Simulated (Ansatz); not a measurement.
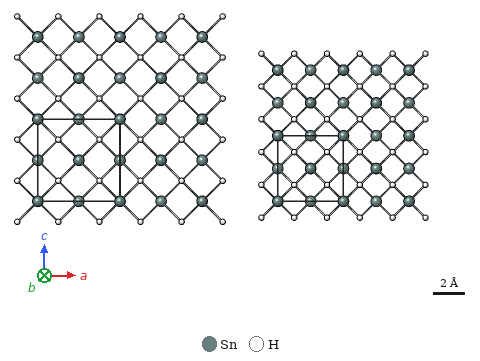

Two geometries of a crystal of SnH2 (built on the fluorite type), drawn at one scale. One is the start of a relaxation, the other its converged end. Style: ball-and-stick. Shown: the conventional cell (4 times the calculation's cell), repeated 2 × 1 × 2 with one cell outlined, along the b axis. Lengths and directions refer to the drawn axes.

Theory: DFT, PBE, plane waves, PAW (Ansatz 0.2.0). Set-up: plane-wave cutoff 420 eV; k-point mesh 10 × 10 × 10; occupations fermi dirac; smearing width 0.02 eV; no spin polarisation; cell and atoms relaxed; force threshold 0.005 eV/Å.

Q: Which geometry has the lower energy?

A: The left one is the relaxed one. The atoms keep their places relative to the cell (all moves are under 0.005 Å). The drawn cell changes as follows: a = b = c 4.292 → 5.375 Å (+25.2 %); the volume changes by +96.4 %. Near-neighbour distances that change, for instance: H–Sn 1.859 → 2.328 Å. The space group stays Fm-3m (No. 225). The energy falls by 1339 meV per atom in 9 accepted moves (11 points after the start). All forces vanish by symmetry, so only the cell relaxes. The pressure goes from 125.58 to −0.04 GPa. The SCF was repeated twice at an unchanged geometry on a basis and grid sized afresh for the cell, which shifted the energy by 51.3 meV per atom at most.
